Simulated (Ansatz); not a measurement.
Single-point calculation of BP (part 2 of 2)

BP (F-43m, 2 atoms in the cell); DFT, r2SCAN, plane waves, PAW, spin-polarised (Ansatz 0.2.0); cutoff 500 eV, 8×8×8 k-mesh, Fermi–Dirac smearing of 0.15 eV, collinear spins. The structure derives from an entry of the Crystallography Open Database.

Geometry of the input (Å; fractional positions):
```
0.0000  2.2677  2.2677
2.2677  0.0000  2.2677
2.2677  2.2677  0.0000
B  0.0000  0.0000  0.0000
P  0.7500  0.7500  0.7500
```

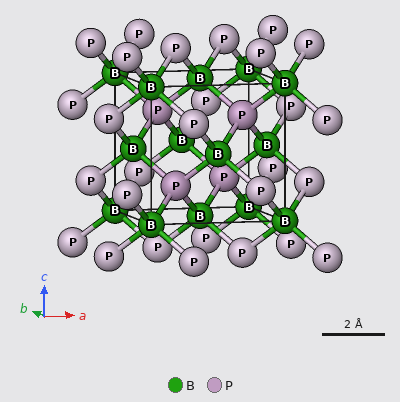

*The input geometry (ball-and-stick view of the cell 4 times as large as that of the calculation, set on its symmetry axes, seen slightly off an axis; neighbours outside the cell are drawn fainter). An atom can appear more than once, as a periodic image.*

```
WARN: the starting moments were not kept: the SCF closed with an absolute magnetisation of 1.6e-6 μB, where they sum to 2 μB in size (2 sites). That is at most 0.1 of that sum. Measured as dr2_m measures the in/out step, that magnetisation stands 5.1e-13 eV from none, at or under the dr2_threshold of 1.0e-7 eV: it is no larger than a step whose dr2_m would equal this threshold. The system may hold no moment; this SCF shows only that its start led to no more than that. To try another start: raise the starting moments (crystal.atoms[].spin, magnetization.per_species, magnetization.initial_magnetization, or on a non-collinear deck that types none of these the spinor_matrix: blocks that start its atoms; where the total moment is fixed, keep their sum and leave initial_magnetization as it is; typed ones take the place of any that the run laid by itself, positive ones on a crystal's lanthanoids without a Hubbard term where scf.initial_density.shell_occupations: [] is typed) or, if the notice of its spin-set hold's release reads "site moments contracting" or "site moments show no strong build", lengthen the hold (scf.mixing.spin_hold: { on: { confirm: 4 } }; for m-r²SCAN on two components see the key's manual first). Each may lead to a state that holds a moment. A second SCF, from the converged charge density, with the starting moments and any scf.initial_density.shell_occupations laid on it anew, would have followed, and was not run: the deck does not ask for one (magnetization.retry_lost_moments is false, the default). To let it run, set magnetization.retry_lost_moments: true and run the deck again, where that key's refused combinations let it; where memory then withholds it, that run's warning says so.
this state was not tested for a lower state beside it, because the mixer in use, unlike msr1, does not test its closes by its own steps (another_mixer; see scf.mixing.algorithm and scf.lower_state_search)
SCF converged after 17 iterations
Magnetization: -0.0000 μB (4.0000 up, 4.0000 down)
Absolute magnetization: 0.0000 μB (∫|ρ↑−ρ↓|, with the PAW one-centre terms)
Spin contamination: 0.0000 ħ² per cell (⟨S²⟩ above its minimum at these occupations)
Per-site moments (μB) at R_I (Å): [(1.2141052841523841e-8, 0.8101077720239318), (6.077864941171152e-7, 0.8101077720239318)]
Free energy (F): -916.651775 eV
Harris-Foulkes:  -916.651775 eV  (|F-HF|=1.23e-11)
Internal energy: -916.651377 eV  (E = F + TS)
E sigma→0 (E₀):  -916.651576 eV
Entropy (-TS):   -0.000398 eV (-0.199 meV/atom)
Fermi energy:    9.902656 eV
--- Per-component energies (eV) ---
  E_band       = 19.074893
  E_kinetic    = 122.296012
  E_local      = -74.235790  (includes V_loc(G=0)·N_el)
  E_nonlocal   = 51.013269
  E_hartree    = 17.104348
  E_xc         = -128.877124
  E_vxc        = -111.171509  (∫ρ·V_xc dr)
  E_paw        = -618.187299  (= ΣΔE_a)
  E_vpaw       = -8.120669  (= ΣTr[D̂ρ^β])
  E_aug_tail   = 0.000007  (compensation charges beyond the density's cutoff)
  E_vtau       = 5.084878  (kinetic-family band-sum trace: ∫τ·v_τ [+ j·A + Jᵃ·Aᵃ] dr)
  E_ewald      = -285.653462
  E_core_change = -0.111338  (= ΣΔE_core)
  E_smearing   = -0.000398  (= −TS)
  E_closure    = 0.000000  (closes the sum)
  Σ components = -916.651775   (vs F -916.651775, Δ=0.00e0)
--- Forces (eV/Å), atoms counted from 1 ---
  atom   1  B     -0.00000000     0.00000000     0.00000000
  atom   2  P      0.00000000    -0.00000000    -0.00000000
  max |Σ_I F_I| component: 4.07e-16 eV/Å
--- Stress (GPa, compression-positive) ---
        0.144089       0.000000      -0.000000
       -0.000000       0.144089       0.000000
       -0.000000       0.000000       0.144089
  P = ⅓ Tr σ = 0.1441 GPa (1.441 kbar)
--- Band table (eV; the first three rows and the last of 58) ---
  k-point 0 ↑: bands = ["-7.0541", "9.2396", "9.2396", "9.2396", "12.8451", "12.8451", "12.8451", "17.2474", "21.6730"]
  k-point 1 ↑: bands = ["-6.7579", "7.2796", "8.7843", "8.7843", "13.4582", "13.4771", "13.4771", "18.0705", "20.8867"]
  k-point 2 ↑: bands = ["-5.8899", "4.1245", "8.0502", "8.0502", "13.5712", "14.2937", "14.2937", "19.6213", "20.6651"]
  k-point 28 ↓: bands = ["-1.5982", "0.6073", "3.2927", "3.4952", "14.9863", "16.4106", "17.0347", "17.1334", "22.8872"]
```

### File rho_z.tsv
```
# z_ang	rho[e/angstrom^3]	rho_spin[e/angstrom^3]
# format = ansatz-planar-average/11
# lattice	0.000000000	2.267713650	2.267713650
# lattice	2.267713650	0.000000000	2.267713650
# lattice	2.267713650	2.267713650	0.000000000
# sites	2
# site	5	0.000000000	0.000000000	0.000000000
# site	15	3.401570475	3.401570475	3.401570475
0.000000	4.507812e-1	4.180862e-8
0.133626	4.019345e-1	-3.508119e-9
0.267253	3.550663e-1	-5.962532e-8
0.400879	3.130401e-1	-1.231851e-7
0.534505	2.766057e-1	-1.743038e-7
0.668132	2.467669e-1	-1.952295e-7
0.801758	2.248638e-1	-1.871796e-7
0.935384	2.117371e-1	-1.635874e-7
1.069010	2.074156e-1	-1.346031e-7
1.202637	2.114071e-1	-1.026243e-7
1.336263	2.228368e-1	-6.924853e-8
1.469889	2.400201e-1	-4.074258e-8
1.603516	2.602742e-1	-2.418203e-8
1.737142	2.805262e-1	-2.343235e-8
1.870768	3.000248e-1	-3.474498e-8
2.004395	3.225960e-1	-4.443227e-8
2.138021	3.527465e-1	-4.369150e-8
2.271647	3.903935e-1	-3.709173e-8
2.405274	4.321411e-1	-2.354458e-8
2.538900	4.740681e-1	1.065385e-8
2.672526	5.097168e-1	6.487278e-8
2.806152	5.288812e-1	1.087545e-7
2.939779	5.235388e-1	1.130374e-7
3.073405	4.946408e-1	8.302034e-8
```

### File v_z.tsv
```
# z_ang	v_es[eV]	v_tot_up[eV]	v_tot_dn[eV]
# format = ansatz-planar-average/11
# xc	r2scan
# density_cutoff_ev	2000
# datasets	B=:simpson_from_first_knot:soft:shift=0	P=:simpson_from_first_knot:soft:shift=0
# lattice	0.000000000	2.267713650	2.267713650
# lattice	2.267713650	0.000000000	2.267713650
# lattice	2.267713650	2.267713650	0.000000000
# sites	2
# site	5	0.000000000	0.000000000	0.000000000
# site	15	3.401570475	3.401570475	3.401570475
0.000000	-5.373280e0	-1.865320e1	-1.865320e1
0.133626	-2.701424e0	-1.534869e1	-1.534870e1
0.267253	8.867203e-1	-1.103859e1	-1.103859e1
0.400879	4.100337e0	-7.139909e0	-7.139916e0
0.534505	6.365388e0	-4.260623e0	-4.260638e0
0.668132	8.048150e0	-1.971173e0	-1.971185e0
0.801758	9.211743e0	-2.573835e-1	-2.573894e-1
0.935384	9.890179e0	6.931659e-1	6.931539e-1
1.069010	1.010782e1	9.479303e-1	9.479198e-1
1.202637	9.879844e0	6.849673e-1	6.849619e-1
1.336263	9.198711e0	-1.486172e-1	-1.486252e-1
1.469889	8.069279e0	-1.553585e0	-1.553589e0
1.603516	6.291320e0	-3.702621e0	-3.702620e0
1.737142	3.860288e0	-6.628120e0	-6.628123e0
1.870768	1.024700e0	-1.009433e1	-1.009433e1
2.004395	-1.773848e0	-1.369534e1	-1.369535e1
2.138021	-4.241358e0	-1.707443e1	-1.707444e1
2.271647	-5.782472e0	-1.948778e1	-1.948779e1
2.405274	-6.525755e0	-2.091061e1	-2.091062e1
2.538900	-7.222941e0	-2.189635e1	-2.189636e1
2.672526	-7.283797e0	-2.183792e1	-2.183792e1
2.806152	-6.739966e0	-2.098253e1	-2.098253e1
2.939779	-6.580374e0	-2.052279e1	-2.052279e1
3.073405	-6.501909e0	-2.018415e1	-2.018415e1
```

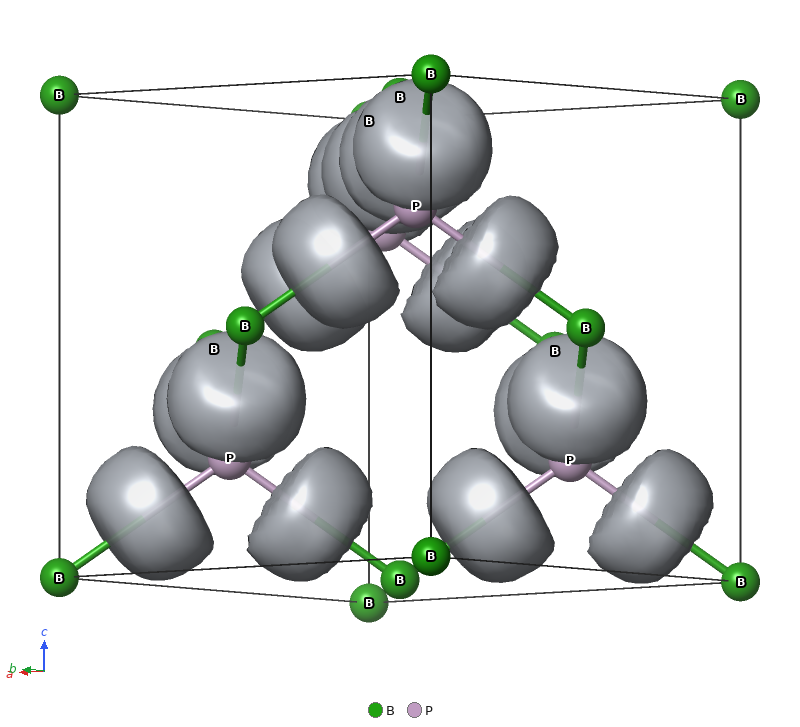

*Isosurface of the ELF at 0.75 (grey), seen at an oblique angle. Only the valence region is drawn (cores and ρ < 0.01 e/Å³ removed). Sticks mark near contacts. The outline is the cell set on symmetry axes.*

In a PAW calculation such maps are meaningful between the atoms, not at the nuclei.

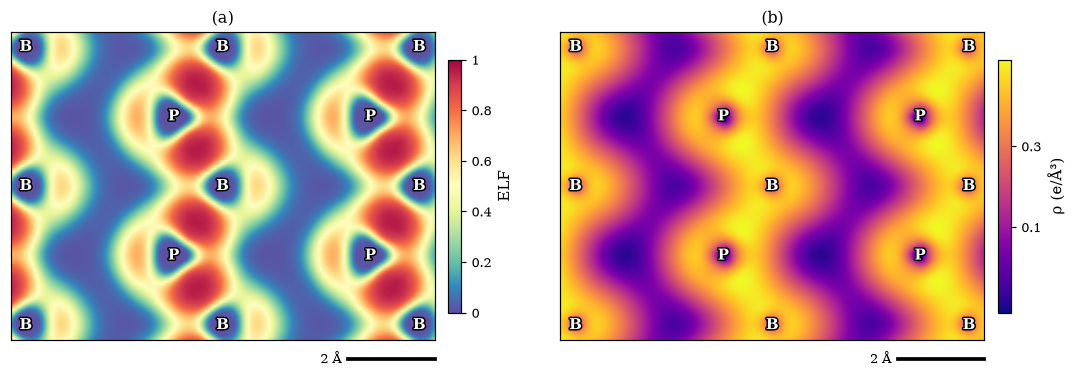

*(a) electron localisation function; (b) valence electron density on the (101) plane of the conventional cell.*

Away from the nuclei the density in this plane falls to 0.04 e/Å³ at its lowest.

### Key numbers

```json
{"quantity": "outcome", "value": "converged"}
{"quantity": "space group (tolerance 0.01 Å)", "value": "F-43m (216)"}
{"quantity": "electrons treated", "value": "8"}
{"quantity": "free energy", "value": "−916.6518 eV"}
{"quantity": "Fermi energy", "value": "9.903 eV"}
{"quantity": "net moment of the cell", "value": "0.00 μB"}
{"quantity": "integrated absolute moment", "value": "0.00 μB"}
{"quantity": "pressure", "value": "0.14 GPa"}
{"quantity": "largest force (length of the vector)", "value": "under 0.001 eV/Å"}
{"quantity": "wall time", "value": "2.5 s (CPU time 9.2 s)"}
{"quantity": "peak memory", "value": "0.32 GiB"}
```

### Remarks

Settings chosen away from the usual ones: scf.occupations.method = "fermi_dirac", scf.occupations.width = 0.15, magnetization = {"spin_polarized": true}, hamiltonian.pseudopotentials = {"kind": "paw", "source": "ansatz"}. The program warns: the cutoff is below the recommended one; some starting moments were not kept; the state was not tested for a lower one.
